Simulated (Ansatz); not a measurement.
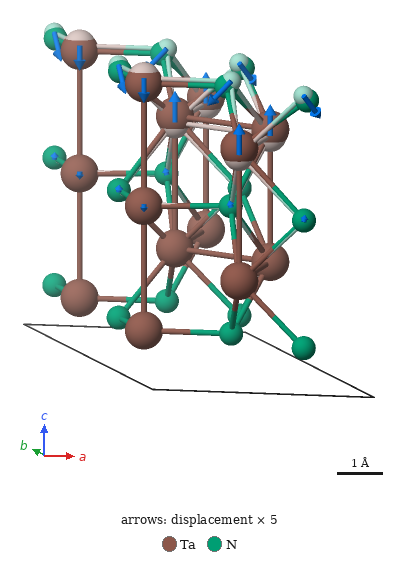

This is a constrained relaxation of a slab of composition Ta$_{7}$N$_{9}$ (cut from the P-62m phase). The starting structure is drawn faded, the final one solid; blue arrows show the displacements, magnified 5 times.

A ball-and-stick model of the 1 × 2 repeat of the cell, outlined in the plane, without the vacuum (origin shifted), seen slightly off an axis.

Case: clean slab, lower half held. The slab is the (0 0 1) face of TaN. 6 atoms are held fixed.

Level of theory: DFT PBEsol, scalar-relativistic, plane waves, PAW (Ansatz 0.2.0). Settings: plane-wave cutoff 420 eV; k-point mesh 6 × 6 × 1; occupations gaussian; smearing width 0.1 eV; no spin polarisation; dipole correction; atoms relaxed in a fixed cell; force threshold 0.03 eV/Å; at most 70 steps.

Question: What did the optimiser do to the structure, and how much energy did it gain?

Answer: The largest moves, 0.16 Å, are those of N atoms. Largest moves by element: N 0.16 Å, Ta 0.15 Å. The cell doesn't change. Among the contacts that change: Ta–Ta 2.896 → 3.042 Å, N–Ta 2.153 → 2.021 Å, N–Ta 2.037 → 1.926 Å, Ta–Ta 3.322 → 3.217 Å. Bond angles that change, for instance: Ta–N–Ta 87.9° → 95.4°, Ta–N–Ta 104.9° → 109.2°, Ta–N–Ta 87.9° → 84.1°. The energy falls by 1.706 eV per cell of the calculation in 4 accepted moves (5 points after the start). Largest force component: 5.1 eV/Å at the start, 0.023 eV/Å at the end. 1 step only repeated the SCF at the same geometry. The run took 2.8 min on 2 threads of Intel(R) Xeon(R) Processor @ 2.50GHz (Skylake/Cascade Lake), on a shared host, peak memory 0.96 GiB.
